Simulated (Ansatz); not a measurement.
Geometry relaxation of SnS (part 1 of 2)

The run: geometry relaxation of SnS (slab, 16 atoms in the cell). Method and program: DFT PBE, scalar-relativistic, plane waves, PAW, no spin polarisation (Ansatz 0.2.0).

The structure derives from a Materials Project entry. It belongs to a series of runs on one base structure; here: (1 0 0) slab, atoms relaxed. Figures and captions count atoms from 1; the log counts them from 0 in places.

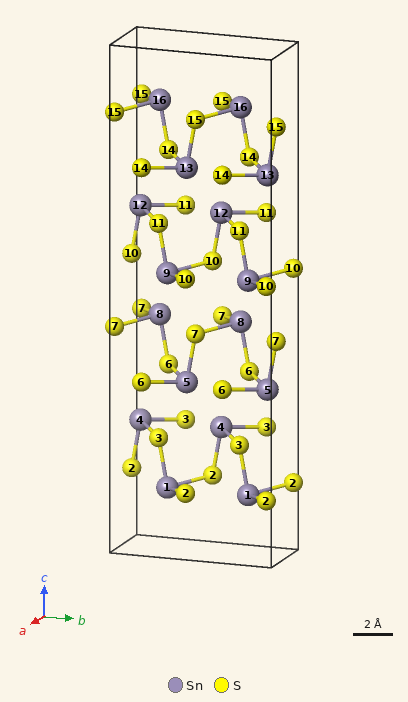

Fig. 1: The structure as given in the input (ball-and-stick view of the 1 × 2 repeat of the cell, with the vacuum cut short, seen slightly off an axis; bonded neighbours outside the cell are drawn too; atoms are numbered from 1 in the order of the input). Near neighbours in the crystal (not all of them lie inside the picture): Sn has 3 S at 2.66 to 2.68 Å; S has 3 Sn at 2.66 to 2.68 Å.

**Input file**
```yaml
crystal:
  lattice:
    - [4.0222571035, 0.0, 0.0]
    - [0.0, 4.4565668332, 0.0]
    - [0.0, 0.0, 35.1125800487]
  atoms:
    - { symbol: Sn, position: [0.75, 0.6305048277, 0.2135986586] }
    - { symbol: S, position: [0.25, 0.0226094812, 0.2229300581] }
    - { symbol: S, position: [0.75, 0.5226094812, 0.2880382341] }
    - { symbol: Sn, position: [0.25, 0.1305048277, 0.2973696336] }
    - { symbol: Sn, position: [0.75, 0.8694951723, 0.3766092279] }
    - { symbol: S, position: [0.25, 0.4773905188, 0.3859406273] }
    - { symbol: S, position: [0.75, 0.9773905188, 0.4510488034] }
    - { symbol: Sn, position: [0.25, 0.3694951723, 0.4603802028] }
    - { symbol: Sn, position: [0.75, 0.6305048277, 0.5396197972] }
    - { symbol: S, position: [0.25, 0.0226094812, 0.5489511966] }
    - { symbol: S, position: [0.75, 0.5226094812, 0.6140593727] }
    - { symbol: Sn, position: [0.25, 0.1305048277, 0.6233907721] }
    - { symbol: Sn, position: [0.75, 0.8694951723, 0.7026303664] }
    - { symbol: S, position: [0.25, 0.4773905188, 0.7119617659] }
    - { symbol: S, position: [0.75, 0.9773905188, 0.7770699419] }
    - { symbol: Sn, position: [0.25, 0.3694951723, 0.7864013414] }
basis:
  ecutwfc: 420
kpoints:
  mp_grid: { grid: [7, 6, 1] }
hamiltonian:
  xc: pbe
scf:
  occupations: { method: gaussian, width: 0.05 }
output:
  forces: true
  eigenvalues: true
relax:
  adjacent_minimum: "off"
  f_tol: 0.02
  max_steps: 60
efield:
  axis: 3
  dipole_correction: true
  ramp_width: 0.04
```

Run on 4 threads of Intel Xeon @ 2.50GHz (Skylake/Cascade Lake), 192 GiB of memory available, shared host.

Launch command:
```bash
ansatz run input.yaml --threads 4 --pin off --max-ram 8192MiB --backend cpu --events-out ev --progress --plain --runs-dir out
```

**What the program printed**
```
Engine: ansatz 0.2.0, x86_64-unknown-linux-gnu
Pseudopotentials: kind: paw
Pseudopotential: Sn, paw, valence charge 14, recommended cutoff 420 eV (normal), Sn.paw.azcp
Pseudopotential: S, paw, valence charge 6, recommended cutoff 420 eV (normal), S.paw.azcp
Functional definition: PBE
  parameter kappa = 0.804
  parameter beta = 0.06672455060314922
  exchange = pbe_x(kappa = kappa, mu = beta*pi^2/3)
  correlation = pbe_c(beta = beta)
Crystal: 16 atoms, lattice volume = 629.409 Å³
Basis set: ecut = 420 eV, 12275 PW (Γ), exchange–correlation on 54×60×480 points (8 copies of the dense FFT grid, shifted against one another)
Bands: 96, of which v1, the nominal top of the filled ones, is band 80 counted from 1 (79 counted from 0)
Symmetry: 2 space group operations
k-points: 16 of 42 (time reversal used)
Non-local potential: Sn, projectors of the file, l = 0: 2, l = 1: 2, l = 2: 2, l = 3: 2
Non-local potential: S, projectors of the file, l = 0: 2, l = 1: 2, l = 2: 2
PAW form: soft (Blöchl's): semilocal exchange-correlation on the pseudo side does not see the compensation charge
PAW one-centre angular grid: Sn, 590 points (default); XC on 64 Gauss nodes
PAW one-centre angular grid: S, 110 points (default); XC on 64 Gauss nodes
Initial density: superposition of atomic densities (neutral atoms: chi_scale 0, normalization atom), corrected by the library's trained network
Initial wavefunctions: pseudopotential atomic-orbital guess
Functional: x = pbe(κ = 0.804, μ = 0.2195149727645171), c = pbe(β = 0.06672455060314922)
SCF iter   1: F=—  HF=-55417.314035 eV  |F-HF|=—  |Δ(HF+E_count)|=         —  Δρ=1.53e-3  dr2=6.81e-2  ethr=1.77e-3  p=0.000 e·Å  D=1.33e-13 V/Å  ΔV_dip=-0.00 eV  dr2_dipole=2.20e-8  V_vac-E_F(+/−)=3.78/3.78 eV  ⟨swp⟩=7.1  Hψ=6432  notcnv=0  defer=3
efield: sawtooth ramp at fractional position 0.9800 (placed from the atoms, in the widest stretch of the axis that holds none; the zero of the levels goes with the place), width 0.0400; the density the first Hamiltonian is built on has a dipole p = 0.000 e·Å; the dipole correction subtracts the counter field D = 1.33e-13 V/Å, which shifts the + side's vacuum level by -0.00 eV against the − side's; the planar-averaged density in the ramp window peaks in size at 6.9e-6 e/Å³
preconditioner: auto → Resta (q_TF=auto, 2.171 Å⁻¹)  ε∞=2.4  [insulator: Δε(μ)=1.263 eV  Ē_g=16.069 eV  σ=0.050 eV  W_gap=1.00  n_scr=116 (ndim 8)  ℏωp=18.7 eV  f_vac=0.333  D(μ)=0.00/eV (n_scr^D=0)  ε∞_Penn≈2.4  vacuum switching on, ρ_ref=1.9e-2 e/Å³]
SCF iter   2: F=—  HF=-55417.309735 eV  |F-HF|=—  |Δ(HF+E_count)|=   4.30e-3  Δρ=9.62e-4  dr2=7.13e-2  ethr=4.25e-5  p=-0.000 e·Å  D=-2.56e-5 V/Å  ΔV_dip=0.00 eV  dr2_dipole=1.50e-7  V_vac-E_F(+/−)=4.09/4.09 eV  ⟨swp⟩=3.2  Hψ=3439  notcnv=0  defer=142
SCF iter   3: F=—  HF=-55417.303782 eV  |F-HF|=—  |Δ(HF+E_count)|=   5.95e-3  Δρ=4.55e-4  dr2=7.09e-3  ethr=4.25e-5  p=0.000 e·Å  D=1.05e-5 V/Å  ΔV_dip=-0.00 eV  dr2_dipole=3.73e-8  V_vac-E_F(+/−)=3.88/3.88 eV  ⟨swp⟩=2.0  Hψ=1761  notcnv=0  defer=142
SCF iter   4: F=—  HF=-55417.303536 eV  |F-HF|=—  |Δ(HF+E_count)|=   2.46e-4  Δρ=2.44e-4  dr2=4.91e-4  ethr=4.43e-6  p=-0.000 e·Å  D=-7.10e-6 V/Å  ΔV_dip=0.00 eV  dr2_dipole=1.45e-8  V_vac-E_F(+/−)=3.91/3.91 eV  ⟨swp⟩=1.8  Hψ=1701  notcnv=0  defer=133
SCF iter   5: F=—  HF=-55417.303805 eV  |F-HF|=—  |Δ(HF+E_count)|=   2.70e-4  Δρ=1.13e-4  dr2=2.37e-4  ethr=3.07e-7  p=0.000 e·Å  D=1.56e-5 V/Å  ΔV_dip=-0.00 eV  dr2_dipole=7.42e-8  V_vac-E_F(+/−)=3.91/3.91 eV  ⟨swp⟩=2.0  Hψ=1877  notcnv=0  defer=133
SCF iter   6: F=—  HF=-55417.303839 eV  |F-HF|=—  |Δ(HF+E_count)|=   3.37e-5  Δρ=4.33e-5  dr2=1.05e-5  ethr=1.48e-7  p=-0.000 e·Å  D=-1.51e-5 V/Å  ΔV_dip=0.00 eV  dr2_dipole=6.78e-8  V_vac-E_F(+/−)=3.91/3.91 eV  ⟨swp⟩=2.0  Hψ=1721  notcnv=0  defer=133
SCF iter   7: F=-55417.303845 eV  HF=-55417.303848 eV  |F-HF|=3.16e-6  |Δ(HF+E_count)|=   8.79e-6  Δρ=1.12e-5  dr2=2.42e-6  ethr=6.25e-9  p=0.000 e·Å  D=7.77e-5 V/Å  ΔV_dip=-0.00 eV  dr2_dipole=1.76e-6  V_vac-E_F(+/−)=3.91/3.91 eV  ⟨swp⟩=12.1  Hψ=7592  notcnv=0
SCF 1 converged in 7 iterations: F = -55417.303845 eV  dr2 = 2.42e-6
  greatest PAW one-centre occupation: 0.992 electrons in one spin orbital (limit 2), on the Sn atom at site 8 (counted from 0), in its partial waves of l = 2
relax step   1: F+E_penalty+E_count = -55417.30384486 eV  Δ(F+E_penalty+E_count) = +0.000e0 eV  max|allowed force component| = 1.809e-1 eV/Å  Δτ_max = 0.0000 Å  (7 SCF iters, dr2 threshold 1.00e-5 eV, accepted)
Initial density: handed on by an earlier stage of this run
Initial wavefunctions: those handed on with the density
iter 1 solved again at ethr=1.03e-5 eV; its pass at ethr=3.10e-3 eV (dr2=1.65e-2 eV) is discarded
SCF iter   1: F=—  HF=-55417.311948 eV  |F-HF|=—  |Δ(HF+E_count)|=         —  Δρ=1.39e-3  dr2=1.59e-2  ethr=1.03e-5  p=0.000 e·Å  D=7.77e-5 V/Å  ΔV_dip=-0.00 eV  dr2_dipole=7.44e-6  V_vac-E_F(+/−)=3.92/3.92 eV  ⟨swp⟩=2.0  Hψ=4935  notcnv=0  defer=156
efield: sawtooth ramp at fractional position 0.9800 (handed on by an earlier solve), width 0.0400; the density the first Hamiltonian is built on has a dipole p = 0.000 e·Å; the dipole correction subtracts the counter field D = 7.77e-5 V/Å, which shifts the + side's vacuum level by -0.00 eV against the − side's; the planar-averaged density in the ramp window peaks in size at 2.0e-7 e/Å³
preconditioner: auto → Resta (q_TF=auto, 2.171 Å⁻¹)  ε∞=2.4  [insulator: Δε(μ)=1.275 eV  Ē_g=16.097 eV  σ=0.050 eV  W_gap=1.00  n_scr=116 (ndim 8)  ℏωp=18.7 eV  f_vac=0.337  D(μ)=0.00/eV (n_scr^D=0)  ε∞_Penn≈2.4  vacuum switching on, ρ_ref=1.9e-2 e/Å³]
SCF iter   2: F=—  HF=-55417.309981 eV  |F-HF|=—  |Δ(HF+E_count)|=   1.97e-3  Δρ=8.53e-4  dr2=5.78e-3  ethr=9.92e-6  p=-0.001 e·Å  D=-3.78e-4 V/Å  ΔV_dip=0.01 eV  dr2_dipole=2.49e-5  V_vac-E_F(+/−)=4.03/4.01 eV  ⟨swp⟩=2.0  Hψ=1772  notcnv=0  defer=156
SCF iter   3: F=—  HF=-55417.310219 eV  |F-HF|=—  |Δ(HF+E_count)|=   2.38e-4  Δρ=4.21e-4  dr2=6.04e-3  ethr=3.62e-6  p=0.002 e·Å  D=5.45e-4 V/Å  ΔV_dip=-0.02 eV  dr2_dipole=1.14e-4  V_vac-E_F(+/−)=3.94/3.96 eV  ⟨swp⟩=2.2  Hψ=1781  notcnv=0  defer=156
SCF iter   4: F=—  HF=-55417.309852 eV  |F-HF|=—  |Δ(HF+E_count)|=   3.67e-4  Δρ=1.71e-4  dr2=1.24e-3  ethr=3.62e-6  p=-0.002 e·Å  D=-6.51e-4 V/Å  ΔV_dip=0.02 eV  dr2_dipole=9.13e-5  V_vac-E_F(+/−)=4.03/4.00 eV  ⟨swp⟩=2.0  Hψ=1660  notcnv=0  defer=156
SCF iter   5: F=—  HF=-55417.309648 eV  |F-HF|=—  |Δ(HF+E_count)|=   2.04e-4  Δρ=7.71e-5  dr2=8.57e-5  ethr=7.75e-7  p=0.001 e·Å  D=1.87e-4 V/Å  ΔV_dip=-0.01 eV  dr2_dipole=2.07e-5  V_vac-E_F(+/−)=4.00/4.01 eV  ⟨swp⟩=2.0  Hψ=1716  notcnv=0  defer=156
SCF iter   6: F=—  HF=-55417.309651 eV  |F-HF|=—  |Δ(HF+E_count)|=   3.44e-6  Δρ=3.53e-5  dr2=2.09e-5  ethr=5.36e-8  p=-0.001 e·Å  D=-3.06e-4 V/Å  ΔV_dip=0.01 eV  dr2_dipole=1.43e-5  V_vac-E_F(+/−)=4.01/4.00 eV  ⟨swp⟩=2.0  Hψ=1689  notcnv=0  defer=156
SCF iter   7: F=—  HF=-55417.309652 eV  |F-HF|=—  |Δ(HF+E_count)|=   8.86e-7  Δρ=2.04e-5  dr2=6.95e-6  ethr=1.30e-8  p=0.000 e·Å  D=2.69e-5 V/Å  ΔV_dip=-0.00 eV  dr2_dipole=3.42e-6  V_vac-E_F(+/−)=4.01/4.01 eV  ⟨swp⟩=2.0  Hψ=1711  notcnv=0  defer=156
SCF iter   8: F=-55417.309652 eV  HF=-55417.309652 eV  |F-HF|=3.84e-7  |Δ(HF+E_count)|=   2.69e-7  Δρ=1.04e-5  dr2=9.55e-7  ethr=1.28e-9  p=-0.000 e·Å  D=-4.73e-5 V/Å  ΔV_dip=0.00 eV  dr2_dipole=3.55e-7  V_vac-E_F(+/−)=4.01/4.01 eV  ⟨swp⟩=10.9  Hψ=7037  notcnv=0
SCF 2 converged in 8 iterations: F = -55417.309652 eV  dr2 = 9.55e-7
  greatest PAW one-centre occupation: 0.992 electrons in one spin orbital (limit 2), on the Sn atom at site 12 (counted from 0), in its partial waves of l = 2
relax step   2: F+E_penalty+E_count = -55417.30965209 eV  Δ(F+E_penalty+E_count) = -5.807e-3 eV  max|allowed force component| = 1.430e-1 eV/Å  Δτ_max = 0.0759 Å  (8 SCF iters, dr2 threshold 2.04e-6 eV, accepted)
SCF iter   1: F=—  HF=-55417.314723 eV  |F-HF|=—  |Δ(HF+E_count)|=         —  Δρ=1.44e-3  dr2=1.34e-2  ethr=9.16e-5  p=-0.000 e·Å  D=-4.73e-5 V/Å  ΔV_dip=0.00 eV  dr2_dipole=5.03e-8  V_vac-E_F(+/−)=4.00/4.00 eV  ⟨swp⟩=5.4  Hψ=3866  notcnv=0  defer=155
efield: sawtooth ramp at fractional position 0.9800 (handed on by an earlier solve), width 0.0400; the density the first Hamiltonian is built on has a dipole p = -0.000 e·Å; the dipole correction subtracts the counter field D = -4.73e-5 V/Å, which shifts the + side's vacuum level by +0.00 eV against the − side's; the planar-averaged density in the ramp window peaks in size at 1.8e-7 e/Å³
preconditioner: auto → Resta (q_TF=auto, 2.171 Å⁻¹)  ε∞=2.4  [insulator: Δε(μ)=1.287 eV  Ē_g=16.091 eV  σ=0.050 eV  W_gap=1.00  n_scr=116 (ndim 8)  ℏωp=18.7 eV  f_vac=0.335  D(μ)=0.00/eV (n_scr^D=0)  ε∞_Penn≈2.4  vacuum switching on, ρ_ref=1.9e-2 e/Å³]
SCF iter   2: F=—  HF=-55417.312919 eV  |F-HF|=—  |Δ(HF+E_count)|=   1.80e-3  Δρ=7.90e-4  dr2=3.60e-3  ethr=8.38e-6  p=-0.000 e·Å  D=-9.92e-6 V/Å  ΔV_dip=0.00 eV  dr2_dipole=1.75e-7  V_vac-E_F(+/−)=3.96/3.96 eV  ⟨swp⟩=2.1  Hψ=2101  notcnv=0  defer=155
SCF iter   3: F=—  HF=-55417.313434 eV  |F-HF|=—  |Δ(HF+E_count)|=   5.15e-4  Δρ=3.66e-4  dr2=7.80e-3  ethr=2.25e-6  p=-0.000 e·Å  D=-1.29e-4 V/Å  ΔV_dip=0.00 eV  dr2_dipole=2.64e-6  V_vac-E_F(+/−)=4.02/4.02 eV  ⟨swp⟩=2.0  Hψ=1776  notcnv=0  defer=155
SCF iter   4: F=—  HF=-55417.312790 eV  |F-HF|=—  |Δ(HF+E_count)|=   6.44e-4  Δρ=1.21e-4  dr2=4.10e-4  ethr=2.25e-6  p=0.000 e·Å  D=1.76e-5 V/Å  ΔV_dip=-0.00 eV  dr2_dipole=7.91e-7  V_vac-E_F(+/−)=3.96/3.96 eV  ⟨swp⟩=2.0  Hψ=1726  notcnv=0  defer=155
SCF iter   5: F=—  HF=-55417.312728 eV  |F-HF|=—  |Δ(HF+E_count)|=   6.17e-5  Δρ=3.80e-5  dr2=1.85e-5  ethr=2.56e-7  p=-0.000 e·Å  D=-9.46e-5 V/Å  ΔV_dip=0.00 eV  dr2_dipole=1.01e-6  V_vac-E_F(+/−)=3.97/3.97 eV  ⟨swp⟩=1.9  Hψ=1666  notcnv=0  defer=155
SCF iter   6: F=—  HF=-55417.312731 eV  |F-HF|=—  |Δ(HF+E_count)|=   2.74e-6  Δρ=1.92e-5  dr2=8.98e-6  ethr=1.16e-8  p=0.000 e·Å  D=7.58e-5 V/Å  ΔV_dip=-0.00 eV  dr2_dipole=3.51e-6  V_vac-E_F(+/−)=3.97/3.97 eV  ⟨swp⟩=2.0  Hψ=1807  notcnv=0  defer=155
SCF iter   7: F=—  HF=-55417.312731 eV  |F-HF|=—  |Δ(HF+E_count)|=   1.69e-7  Δρ=1.03e-5  dr2=1.93e-6  ethr=5.61e-9  p=-0.000 e·Å  D=-1.06e-4 V/Å  ΔV_dip=0.00 eV  dr2_dipole=1.46e-6  V_vac-E_F(+/−)=3.97/3.97 eV  ⟨swp⟩=2.0  Hψ=1685  notcnv=0  defer=155
SCF iter   8: F=-55417.312731 eV  HF=-55417.312731 eV  |F-HF|=1.65e-7  |Δ(HF+E_count)|=   3.05e-8  Δρ=6.06e-6  dr2=3.58e-7  ethr=7.99e-10  p=-0.000 e·Å  D=-1.93e-5 V/Å  ΔV_dip=0.00 eV  dr2_dipole=6.75e-8  V_vac-E_F(+/−)=3.97/3.97 eV  ⟨swp⟩=12.1  Hψ=6477  notcnv=0
SCF 3 converged in 8 iterations: F = -55417.312731 eV  dr2 = 3.58e-7
  greatest PAW one-centre occupation: 0.992 electrons in one spin orbital (limit 2), on the Sn atom at site 3 (counted from 0), in its partial waves of l = 2
relax step   3: F+E_penalty+E_count = -55417.31273057 eV  Δ(F+E_penalty+E_count) = -3.078e-3 eV  max|allowed force component| = 3.417e-2 eV/Å  Δτ_max = 0.0474 Å  (8 SCF iters, dr2 threshold 1.28e-6 eV, accepted)
SCF iter   1: F=—  HF=-55417.315152 eV  |F-HF|=—  |Δ(HF+E_count)|=         —  Δρ=6.76e-4  dr2=4.09e-3  ethr=1.89e-5  p=-0.000 e·Å  D=-1.93e-5 V/Å  ΔV_dip=0.00 eV  dr2_dipole=3.83e-7  V_vac-E_F(+/−)=3.97/3.97 eV  ⟨swp⟩=3.4  Hψ=3520  notcnv=0  defer=156
efield: sawtooth ramp at fractional position 0.9800 (handed on by an earlier solve), width 0.0400; the density the first Hamiltonian is built on has a dipole p = -0.000 e·Å; the dipole correction subtracts the counter field D = -1.93e-5 V/Å, which shifts the + side's vacuum level by +0.00 eV against the − side's; the planar-averaged density in the ramp window peaks in size at 1.8e-7 e/Å³
preconditioner: auto → Resta (q_TF=auto, 2.171 Å⁻¹)  ε∞=2.4  [insulator: Δε(μ)=1.278 eV  Ē_g=16.083 eV  σ=0.050 eV  W_gap=1.00  n_scr=116 (ndim 8)  ℏωp=18.7 eV  f_vac=0.336  D(μ)=0.00/eV (n_scr^D=0)  ε∞_Penn≈2.4  vacuum switching on, ρ_ref=1.9e-2 e/Å³]
SCF iter   2: F=—  HF=-55417.314766 eV  |F-HF|=—  |Δ(HF+E_count)|=   3.85e-4  Δρ=3.59e-4  dr2=1.65e-3  ethr=2.55e-6  p=0.000 e·Å  D=8.35e-5 V/Å  ΔV_dip=-0.00 eV  dr2_dipole=1.27e-6  V_vac-E_F(+/−)=3.93/3.93 eV  ⟨swp⟩=2.0  Hψ=1989  notcnv=0  defer=156
SCF iter   3: F=—  HF=-55417.314731 eV  |F-HF|=—  |Δ(HF+E_count)|=   3.52e-5  Δρ=2.37e-4  dr2=1.31e-3  ethr=1.03e-6  p=-0.000 e·Å  D=-9.66e-5 V/Å  ΔV_dip=0.00 eV  dr2_dipole=3.64e-6  V_vac-E_F(+/−)=3.98/3.97 eV  ⟨swp⟩=2.0  Hψ=1723  notcnv=0  defer=156
SCF iter   4: F=—  HF=-55417.314645 eV  |F-HF|=—  |Δ(HF+E_count)|=   8.64e-5  Δρ=8.46e-5  dr2=2.35e-4  ethr=8.20e-7  p=0.000 e·Å  D=1.24e-4 V/Å  ΔV_dip=-0.00 eV  dr2_dipole=3.33e-6  V_vac-E_F(+/−)=3.95/3.95 eV  ⟨swp⟩=2.0  Hψ=1662  notcnv=0  defer=156
SCF iter   5: F=—  HF=-55417.314629 eV  |F-HF|=—  |Δ(HF+E_count)|=   1.62e-5  Δρ=3.41e-5  dr2=8.84e-6  ethr=1.47e-7  p=-0.000 e·Å  D=-3.26e-5 V/Å  ΔV_dip=0.00 eV  dr2_dipole=6.67e-7  V_vac-E_F(+/−)=3.95/3.95 eV  ⟨swp⟩=2.0  Hψ=1668  notcnv=0  defer=156
SCF iter   6: F=—  HF=-55417.314522 eV  |F-HF|=—  |Δ(HF+E_count)|=   1.06e-4  Δρ=1.19e-5  dr2=2.95e-6  ethr=5.52e-9  p=0.000 e·Å  D=1.09e-4 V/Å  ΔV_dip=-0.00 eV  dr2_dipole=2.49e-6  V_vac-E_F(+/−)=3.95/3.96 eV  ⟨swp⟩=2.3  Hψ=2181  notcnv=0  defer=156
SCF iter   7: F=—  HF=-55417.314522 eV  |F-HF|=—  |Δ(HF+E_count)|=   4.57e-8  Δρ=7.32e-6  dr2=8.36e-7  ethr=1.84e-9  p=-0.000 e·Å  D=-3.25e-5 V/Å  ΔV_dip=0.00 eV  dr2_dipole=6.70e-7  V_vac-E_F(+/−)=3.95/3.95 eV  ⟨swp⟩=2.0  Hψ=1713  notcnv=0  defer=156
SCF iter   8: F=—  HF=-55417.314522 eV  |F-HF|=—  |Δ(HF+E_count)|=   3.00e-8  Δρ=3.78e-6  dr2=1.16e-7  ethr=5.22e-10  p=0.000 e·Å  D=1.97e-6 V/Å  ΔV_dip=-0.00 eV  dr2_dipole=5.68e-8  V_vac-E_F(+/−)=3.95/3.95 eV  ⟨swp⟩=1.9  Hψ=1545  notcnv=0  defer=156
SCF iter   9: F=-55417.314522 eV  HF=-55417.314522 eV  |F-HF|=2.76e-10  |Δ(HF+E_count)|=   4.36e-8  Δρ=1.04e-6  dr2=7.78e-9  ethr=6.25e-11  p=0.000 e·Å  D=1.30e-5 V/Å  ΔV_dip=-0.00 eV  dr2_dipole=1.97e-9  V_vac-E_F(+/−)=3.95/3.95 eV  ⟨swp⟩=11.7  Hψ=6494  notcnv=0
SCF 4 converged in 9 iterations: F = -55417.314522 eV  dr2 = 7.78e-9
relax step   4: F+E_penalty+E_count = -55417.31452229 eV  Δ(F+E_penalty+E_count) = -1.792e-3 eV  max|allowed force component| = 1.564e-2 eV/Å  Δτ_max = 0.0197 Å  (9 SCF iters, accepted)
```

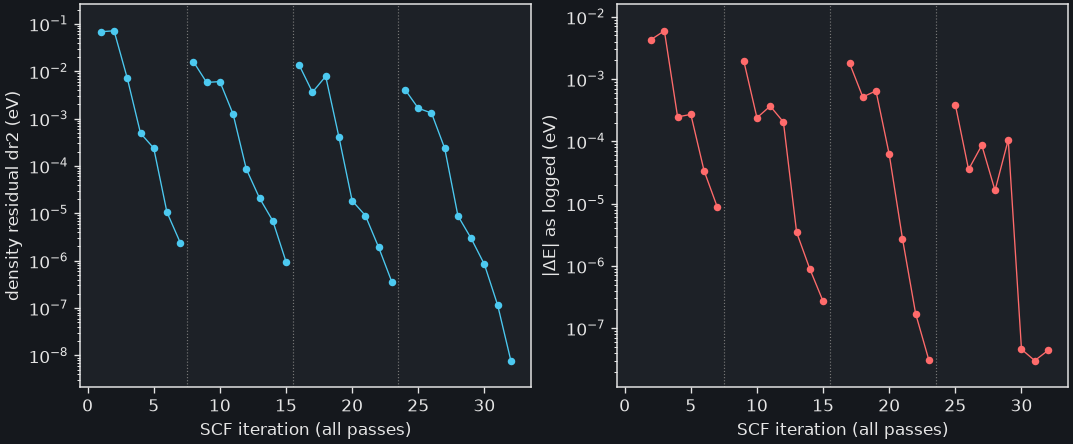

Fig. 2: Convergence of the self-consistent field: density residual dr2 and size of the energy change against the SCF iteration. The dotted lines part the SCF passes of the relaxation: geometry steps, rejected trials and re-solves on a re-selected basis. The passes take 7, 8, 8 and 9 iterations.

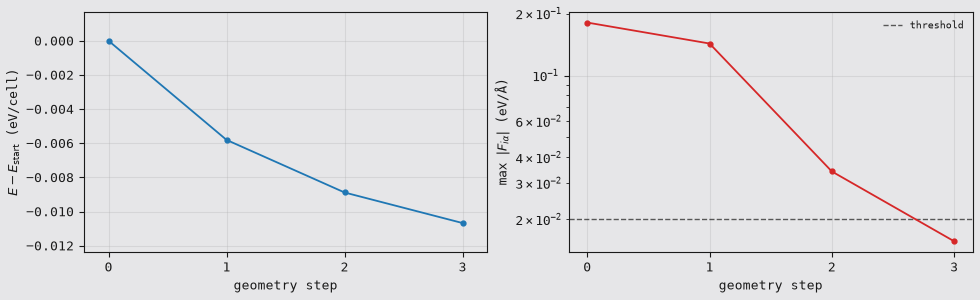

Fig. 3: Progress of the relaxation, step by step (the first geometry is step 0 here and step 1 in the log).
